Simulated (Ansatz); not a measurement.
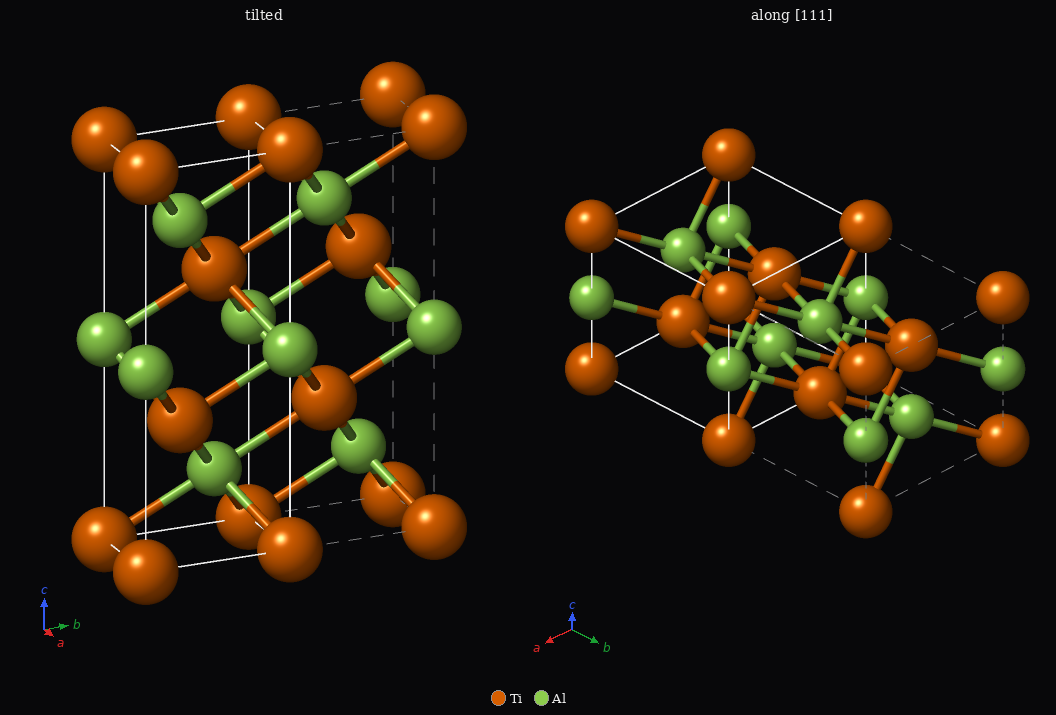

An orthographic ball-and-stick view of the structure, slightly off an axis and along [111]. The picture spans 1×2×1 cells, one conventional unit cell being drawn with solid lines. Cell: a = 3.767 Å, b = 3.767 Å, c = 7.843 Å, α = 90.00°, β = 90.00°, γ = 120.00°.

The formula is TiAl. It belongs to space group R-3m (No. 166) and has a rhombohedral (trigonal R) lattice. With Z = 3, the cell contains 3 Ti, 3 Al. The neighbours of Ti are six Al in a distorted octahedral arrangement at about 2.5 Å. Al bonds to six Ti in a distorted octahedral arrangement at about 2.5 Å. Not all metal-metal contacts are counted. The bonds build a three-dimensional framework.

The model was built from a structure listed in the Materials Project. The cell was then strained or its atoms displaced on purpose. It went into a calculation with Ansatz.

At this level of theory the run's own cell isn't at rest (compressed, at 10 GPa), so its distances can differ from those at equilibrium, the more so the softer the solid.
